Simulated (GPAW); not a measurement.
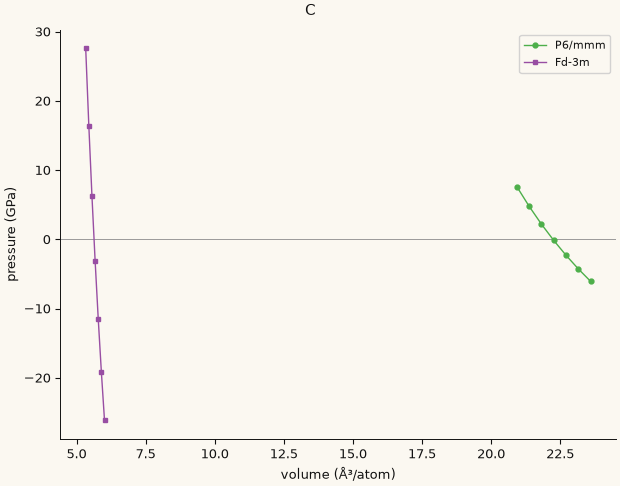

Calculation (GPAW 26.7.0): PAW DFT in plane waves, on a grid or in atomic orbitals, no spin polarisation; energies at scaled volumes of the given cell, shape and fractions fixed, counted from the fit's minimum, third-order Birch-Murnaghan fit. Level: r2SCAN.

```
       setting                                 value
   occupations                           Fermi–Dirac
smearing width                               0.05 eV
    potentials  GPAW PAW data sets (gpaw data 1.2.1)
   wave cutoff                                800 eV
```

**Figure.** Pressure against volume, with one curve for each structure, for C.

Settings that differ: P6/mmm: k mesh 12×12×3; Fd-3m: k mesh 13×13×13.

The fitted equilibrium volumes, smallest first, are Fd-3m 5.644, P6/mmm 22.283 Å³/atom. The fitted bulk moduli, smallest first, are P6/mmm 112.9, Fd-3m 450.8 GPa. For P6/mmm, the pressure falls from 7.61 GPa at volume 20.93 Å³/atom to −6.08 GPa at 23.60 Å³/atom, and changes sign near 22.24 Å³/atom. For Fd-3m, the pressure falls from 27.59 GPa at volume 5.3315 Å³/atom to −26.16 GPa at 6.0122 Å³/atom, and changes sign near 5.63 Å³/atom.

Limits of the calculation: shape and atomic fractions are frozen while scaling, which makes layered, chain and framework solids too stiff.
